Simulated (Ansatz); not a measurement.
**Run report: W₁₆S₃₃ (charge −1), geometry relaxation (part 5 of 5)**

The same run, continued: W₁₆S₃₃ (defect cell, 49 atoms in the cell, total charge −1); DFT PBE+D3(BJ), scalar-relativistic, plane waves, PAW, spin-polarised (Ansatz 0.2.0); cutoff 420 eV, 2×2×2 k-mesh, Gaussian smearing of 0.01 eV, collinear spins. The structure derives from a Materials Project entry. It belongs to a series of runs on one base structure; here: S interstitial, charge -1, atoms relaxed at the host's cell.

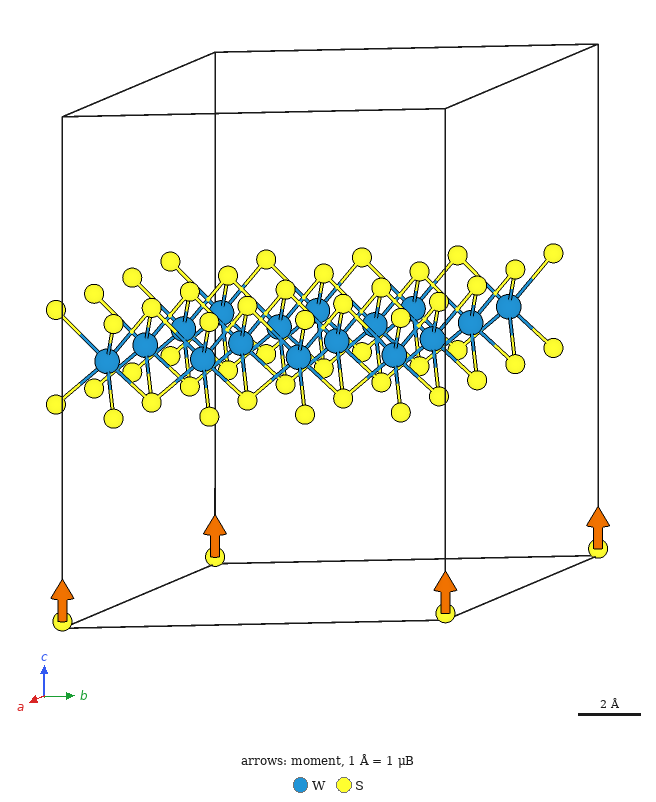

Magnetic moments of the sites as orange arrows (ball-and-stick view of the cell of the calculation, with the vacuum cut short, seen slightly off an axis; bonded neighbours outside the cell are drawn too); small moments hardly show. The run is collinear, so the axis drawn is arbitrary. Site moments: S49 (1.44 μB). They are counted near the atoms and needn't add up to the moment of the cell. Atoms are counted from 1 in the order of the input.

Key numbers

- outcome: converged
- electrons treated: 423
- free energy: −195974.7920 eV
- Fermi energy: 2.506 eV
- gap on the k-point mesh: none (metallic)
- net moment of the cell: 1.05 μB
- integrated absolute moment: 1.85 μB
- final volume: 2343.40 Å³
- largest force (length of the vector) at the end: 0.007 eV/Å
- wall time: 13 min (CPU time 47 min)
- peak memory: 8.3 GiB

Remarks

The cell is charged and computed with a neutralising background, so its energy and pressure depend on the cell and aren't those of a real crystal. Spin–orbit coupling is left out, which matters for W.
